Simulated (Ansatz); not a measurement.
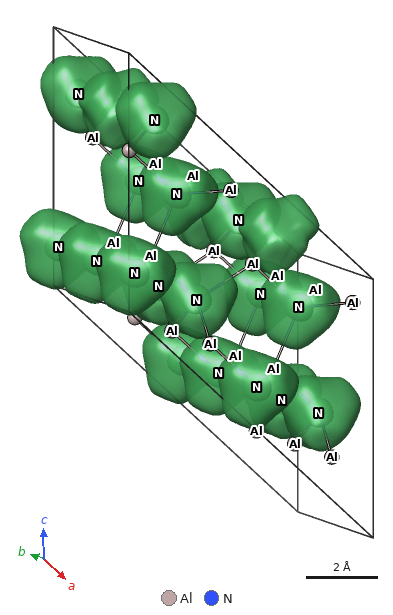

Al₈N₇. Isosurface of the ELF at 0.65 (green), seen slightly off an axis. Only the valence region is drawn (cores and ρ < 0.01 e/Å³ removed). Sticks mark near contacts.

Space group Cm; a generated structure, not necessarily the stable one; computed without spin polarisation.

All numbers below come from DFT PBE, scalar-relativistic, plane waves, PAW in Ansatz.

Core electrons are frozen (PAW), and the valence fields are smoothed inside the atomic spheres.

> Where are the electrons localised?

At this value the surface marks out 14 regions on N in which the atom's valence shell and bonds are merged and two pockets between the atoms, centred on no nucleus (multi-centre or interstitial), counted in one cell of 30 atoms. Any copies at cell faces, edges or corners count once. Profiles from the grid: Al–N (1.89 Å): the ELF peaks at about 0.90 between the atoms.

> Does the calculation make it a metal, or give it a gap?

It is gapless in this calculation (a metal or semimetal).
